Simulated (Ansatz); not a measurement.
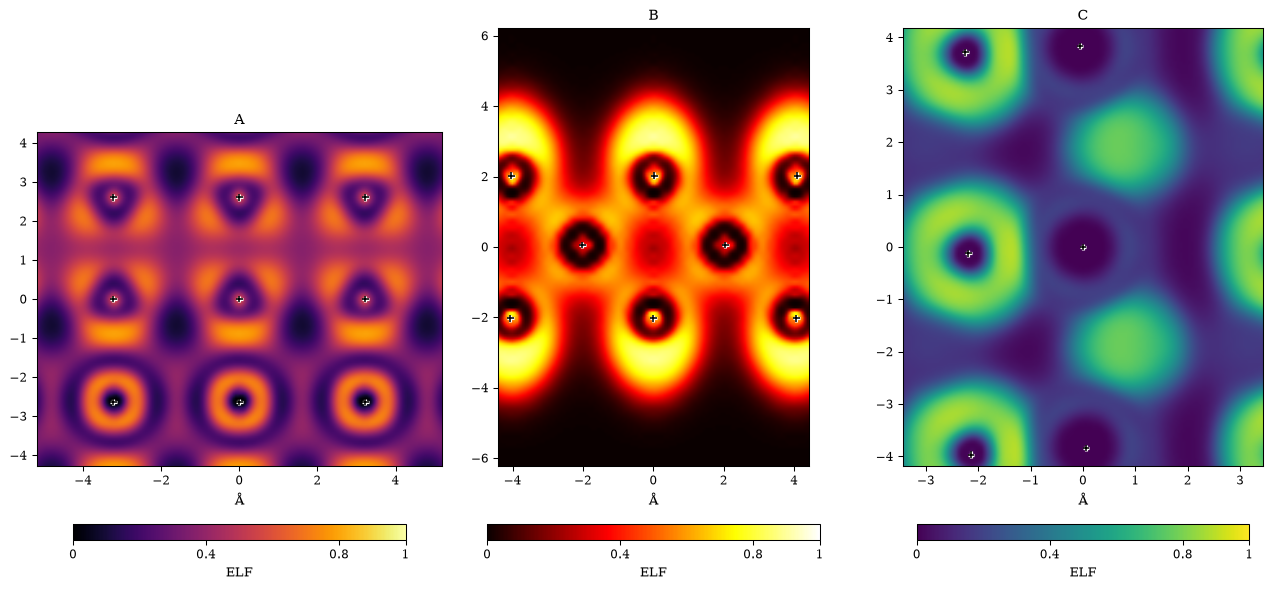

The electron localisation function of 3 systems, each on a plane through atoms (crosses mark nuclei in the plane).

Computed with DFT PBE, scalar-relativistic, plane waves, PAW (Ansatz).

System 1: Al (slab), the (010) plane of the calculation cell, a cut from vacuum to vacuum. Not relaxed (largest force 0.4 eV/Å); computed without spin polarisation.

```
CELL_PARAMETERS angstrom
4.06260 0.00000 0.00000
-2.03130 10.55495 0.00000
0.00000 0.00000 28.92743
ATOMIC_POSITIONS crystal
Al 0.32502 0.66914 0.60561
Al 0.12072 0.26630 0.60347
Al 0.71825 0.45919 0.60498
Al 0.92930 0.87899 0.60532
Al 0.52356 0.07401 0.60027
Al 0.82546 0.67122 0.66949
Al 0.62348 0.26709 0.67276
Al 0.22189 0.46629 0.67036
Al 0.42761 0.87473 0.67040
Al 0.02524 0.06983 0.67252
Al 0.32395 0.67112 0.73843
Al 0.12711 0.27152 0.74076
Al 0.72410 0.47189 0.73890
Al 0.92374 0.86525 0.73927
Al 0.52703 0.06970 0.74059
```

System 2: Si2W, the (100) plane of the conventional cell. Space group I4/mmm.

System 3: ZnS, the (11̄0) plane of the conventional cell. Space group P1; changed on purpose from its base cell (all atoms moved at random (sigma 0.06 A a component), cell strained at random (sigma 0.01)); not relaxed (largest force 1.3 eV/Å); computed pressure about 5 GPa in this cell.

Question: Which map belongs to which system?

Answer: Panel A is system 2, Si2W: the plane holds Si and W. Si–W (2.63 Å): the ELF peaks at about 0.80 in the valence shell of Si, 0.9 Å from its nucleus, and is about 0.45 at the midpoint. Panel B is system 1, Al: the plane holds Al. Al–Al (2.82 Å): the ELF peaks at about 0.65 between the atoms. Panel C is system 3, ZnS: the plane holds Zn and S. Zn–S (2.20 Å): the ELF peaks at about 0.90 in the valence shell of S, 0.8 Å from its nucleus, and is about 0.55 at the midpoint.
